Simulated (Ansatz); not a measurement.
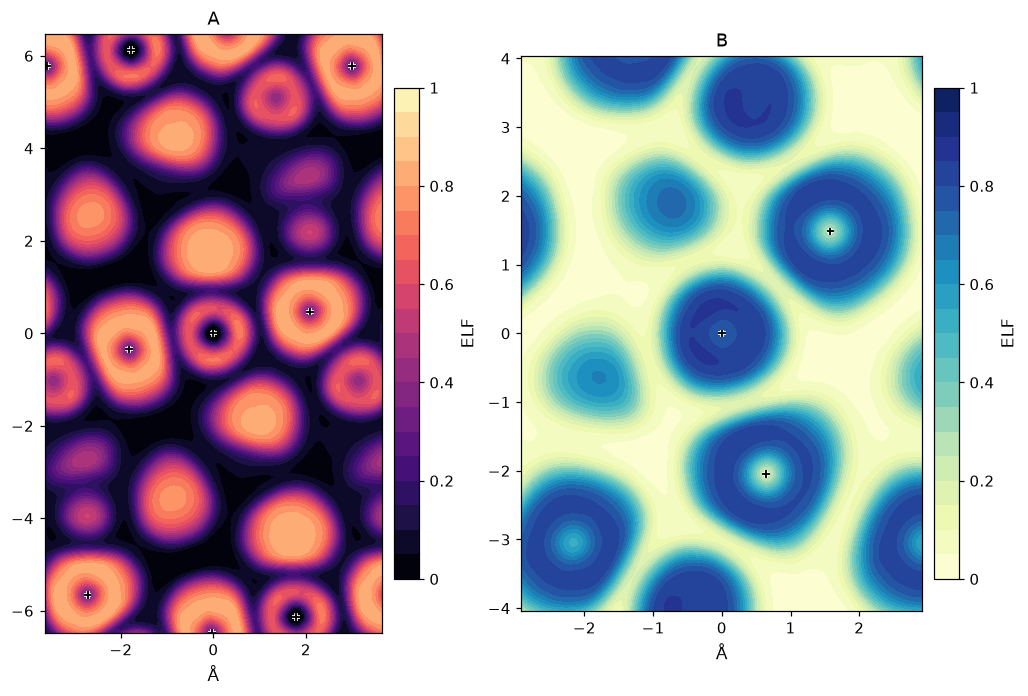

The electron localisation function of 2 systems, each on a plane through atoms (crosses mark nuclei in the plane).

Method: Kohn-Sham DFT of a periodic cell, PBE with D4, Ansatz PAW (Ansatz 0.2.0).

System 1: HfO₂, the (011) plane of the conventional cell. Space group P2₁/c.

```
CELL_PARAMETERS angstrom
5.13089 0.00000 -0.00862
0.00000 5.19999 0.00000
-0.86961 0.00000 5.24211
ATOMIC_POSITIONS crystal
Hf 0.27629 0.45762 0.70831
Hf 0.72371 0.95762 0.79169
Hf 0.72371 0.54238 0.29169
Hf 0.27629 0.04238 0.20831
O 0.06983 0.16617 0.84367
O 0.93017 0.66617 0.65633
O 0.93017 0.83383 0.15633
O 0.06983 0.33383 0.34367
O 0.44768 0.74214 0.97847
O 0.55232 0.24214 0.52153
O 0.55232 0.25786 0.02153
O 0.44768 0.75786 0.47847
```

System 2: TiO₂, the (110) plane of the conventional cell. Space group C2/m; a structure from a database of computed crystals, not necessarily the ambient phase.

```
Ti O
1.0
    12.20432    0.00000   -0.01454
     0.00000    3.73225    0.00000
    -1.91969    0.00000    6.31012
Ti O
8 16
Direct
  0.39946 0.50000 0.28986
  0.89946 0.00000 0.28986
  0.19360 0.00000 0.28094
  0.69360 0.50000 0.28094
  0.10054 0.00000 0.71014
  0.60054 0.50000 0.71014
  0.30640 0.50000 0.71906
  0.80640 0.00000 0.71906
  0.36145 0.00000 0.29339
  0.86145 0.50000 0.29339
  0.26476 0.00000 0.65485
  0.76476 0.50000 0.65485
  0.36808 0.50000 0.99701
  0.86808 0.00000 0.99701
  0.23524 0.50000 0.34515
  0.73524 0.00000 0.34515
  0.44167 0.50000 0.62964
  0.94167 0.00000 0.62964
  0.13192 0.00000 0.00299
  0.63192 0.50000 0.00299
  0.13855 0.50000 0.70661
  0.63855 0.00000 0.70661
  0.05833 0.00000 0.37036
  0.55833 0.50000 0.37036
```

> Which map belongs to which system?

Panel A is system 2, TiO₂: the plane holds Ti and O. Ti–O (1.86 Å): the ELF peaks at about 0.85 in the valence shell of O, 0.6 Å from its nucleus, and is about 0.25 at the midpoint (no shared electron pair shows on this line). Panel B is system 1, HfO₂: the plane holds Hf and O. Hf–O (2.17 Å): the ELF peaks at about 0.85 in the valence shell of O, 0.6 Å from its nucleus, and drops to about 0.15 between the two atoms: no localised pair shows between them.
